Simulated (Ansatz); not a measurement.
**Cd8Se7 (cell with a defect): density, localisation and related maps**

```yaml
crystal:
  lattice:
    - [-6.08262, 6.08262, 0.00000]
    - [0.00000, 6.08262, -6.08262]
    - [-6.08262, 0.00000, -6.08262]
  atoms:
    - { symbol: Cd, position: [0.00057, 0.00057, 0.49829] }
    - { symbol: Cd, position: [0.02704, 0.49099, 0.49099] }
    - { symbol: Cd, position: [0.00057, 0.00057, 0.00057] }
    - { symbol: Cd, position: [0.00057, 0.49829, 0.00057] }
    - { symbol: Cd, position: [0.49099, 0.02704, 0.49099] }
    - { symbol: Cd, position: [0.49099, 0.49099, 0.49099] }
    - { symbol: Cd, position: [0.49829, 0.00057, 0.00057] }
    - { symbol: Cd, position: [0.49099, 0.49099, 0.02704] }
    - { symbol: Se, position: [0.37687, 0.87313, 0.37687] }
    - { symbol: Se, position: [0.37687, 0.87313, 0.87313] }
    - { symbol: Se, position: [0.37687, 0.37687, 0.87313] }
    - { symbol: Se, position: [0.87313, 0.87313, 0.37687] }
    - { symbol: Se, position: [0.87313, 0.37687, 0.37687] }
    - { symbol: Se, position: [0.87500, 0.87500, 0.87500] }
    - { symbol: Se, position: [0.87313, 0.37687, 0.87313] }
```

Computed with Ansatz 0.2.0, DFT PBEsol, scalar-relativistic, plane waves, PAW.

The density is the valence pseudo-density of a PAW calculation; it isn't the true density close to the nuclei.

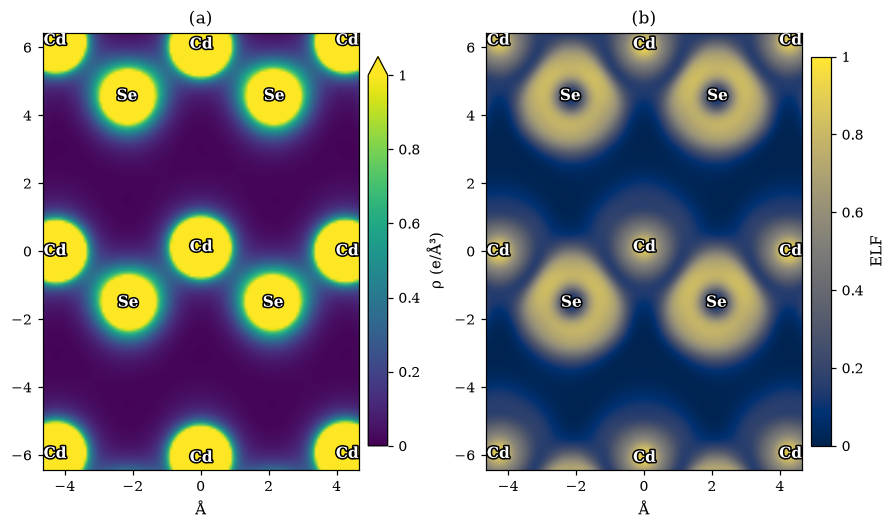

Figure 1. (a) valence charge density (pseudo); (b) ELF on the (011̄) plane of the calculation cell.

Q: What does the map show?

A: The plane passes through Cd and Se nuclei.
Cd–Se (2.64 Å): ρ is about 0.38 e/Å³ halfway; the ELF is about 0.40 at the midpoint.
Cd–Se (2.69 Å): ρ at the midpoint is about 0.35 e/Å³; the ELF is about 0.40 at the midpoint and 0.15 at its lowest between the atoms.
Between the atoms the lowest density in this plane is 0.01 e/Å³.
The features right at Cd lie inside the PAW spheres, where the map follows smoothed inner orbitals and isn't to be read closely.

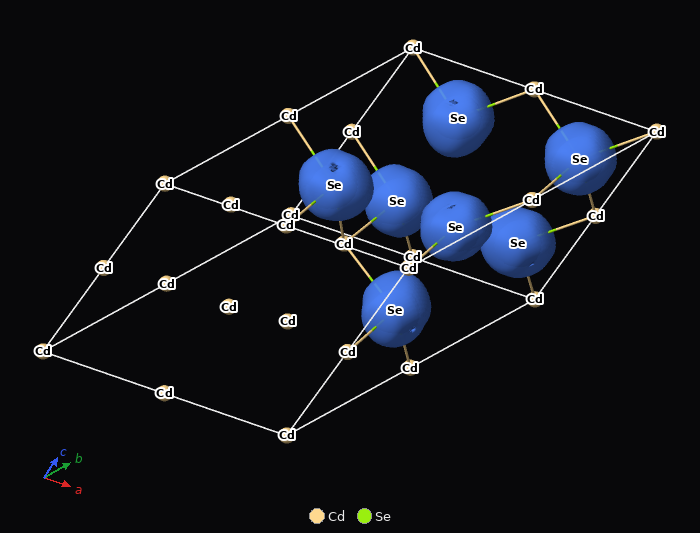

Figure 2. Isosurface of the electron localisation function at 0.75 (blue), seen at an oblique angle. Core shells and regions of very low density are left out. Sticks mark near contacts.

Q: What do the ELF domains correspond to?

A: The surface consists of seven regions wrapped around Se (the valence shell of each), counted in one cell of 15 atoms. Regions shared between cells count once.

Q: Does the calculation make it a metal, or give it a gap?

A: It is gapped, with a Kohn–Sham gap of 0.26 eV on the k-point mesh (the band edges may lie off the mesh, which would make the gap smaller).
